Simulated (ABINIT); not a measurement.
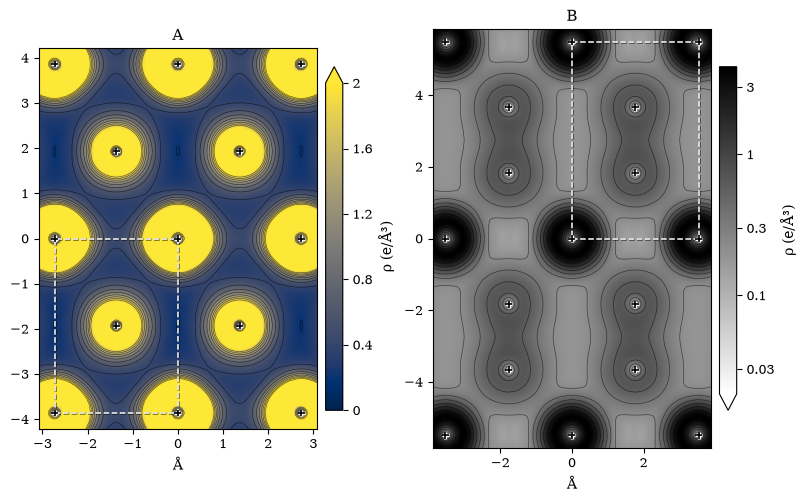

The valence electron density of 2 systems, each on a plane through atoms (crosses mark nuclei in the plane).

Computed with ABINIT 10.8.3, Kohn-Sham DFT of a periodic cell, PBE, PseudoDojo NC SR PBE v0.4.1 standard.

System 1: TaN, the (11̄0) plane of the conventional cell. Space group Pm-3m; a generated structure, not necessarily the stable one; built by placing these elements on a known structure type; computed pressure about 7 GPa in this cell.

```cif
data_structure
_symmetry_space_group_name_H-M 'P 1'
_symmetry_Int_Tables_number 1
_cell_length_a 2.7323
_cell_length_b 2.7323
_cell_length_c 2.7323
_cell_angle_alpha 90.000
_cell_angle_beta 90.000
_cell_angle_gamma 90.000
_cell_volume 20.40
loop_
_atom_site_label
_atom_site_type_symbol
_atom_site_fract_x
_atom_site_fract_y
_atom_site_fract_z
_atom_site_occupancy
Ta1 Ta 0.00000 0.00000 0.00000 1
N1 N 0.50000 0.50000 0.50000 1
```

System 2: ZrB₂, the (110) plane of the conventional cell. Space group P6/mmm.

```
CELL_PARAMETERS angstrom
3.17000 0.00000 0.00000
-1.58500 2.74530 0.00000
0.00000 0.00000 3.53300
ATOMIC_POSITIONS crystal
Zr 0.00000 0.00000 0.00000
B 0.66667 0.33333 0.50000
B 0.33333 0.66667 0.50000
```

### Match each panel to its system.

Panel A is system 1, TaN: the plane holds Ta and N. Ta–N (2.37 Å): ρ is about 0.39 e/Å³ halfway. Panel B is system 2, ZrB₂: the plane holds Zr and B. B–B (1.83 Å): ρ is about 0.73 e/Å³ halfway.
